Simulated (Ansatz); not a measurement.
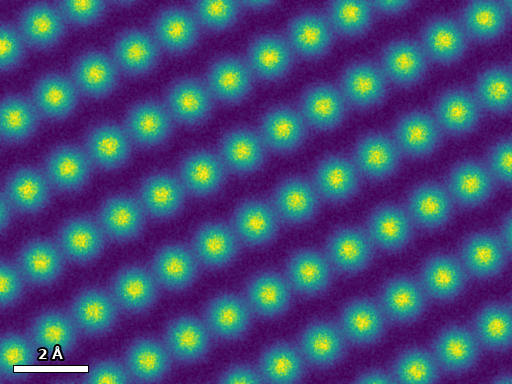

HAADF-like image of a crystal. Simulated incoherent Z contrast: every atom adds Z^1.7 spread by a probe of 0.75 Å full width; channelling and multiple scattering are left out. The probe carries 15 % of its weight in a tail 2.5 times as wide. Shot noise was added.

Give the net of the columns and its spacings.

The pattern repeats on a centred rectangular net of 1.3 × 3.8 Å.

What is the plane group of the image?

c2mm: perpendicular mirror lines on a centred net, with further twofold points between them.

How many columns does the smallest repeating cell hold, and how many levels of brightness?

1 column in the primitive cell of 2.4 Å², all of one brightness.

The crystal is Ga (Pm-3m, No. 221) seen along [221]. Atomic positions: the geometry given to an electronic-structure calculation, possibly off equilibrium; the starting structure was generated, so it need not be a known form of this composition.
